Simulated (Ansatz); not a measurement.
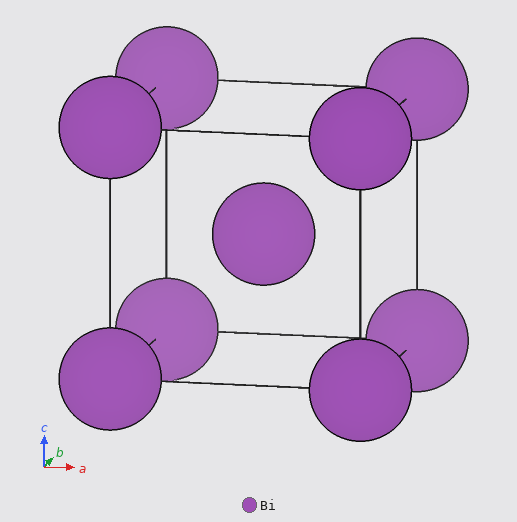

Shown here is a spheres-only view of the crystal, taken slightly off an axis. The edges of the conventional unit cell are marked.

Bi, space group Im-3m (No. 229), a = 3.93 Å, b = 3.93 Å, c = 3.93 Å, α = 90.00°, β = 90.00°, γ = 90.00°.

Results below were computed with DFT HSE06, scalar-relativistic, plane waves, PAW in Ansatz; the settings were an energy cutoff of 420 eV, k-points about 0.28 Å⁻¹ apart, Gaussian smearing of 0.05 eV, no spin polarisation.

**How large a gap does the method give, if there is one?**

A metal: bands cross the Fermi level.

**Give the pressure and its sign.**

The computed pressure is 0.0 GPa, close to zero.

The cell started as a structure type filled with this element by a generator (whether the element takes this form wasn't checked). The cell was then strained or its atoms displaced on purpose. It went into a calculation with Ansatz.
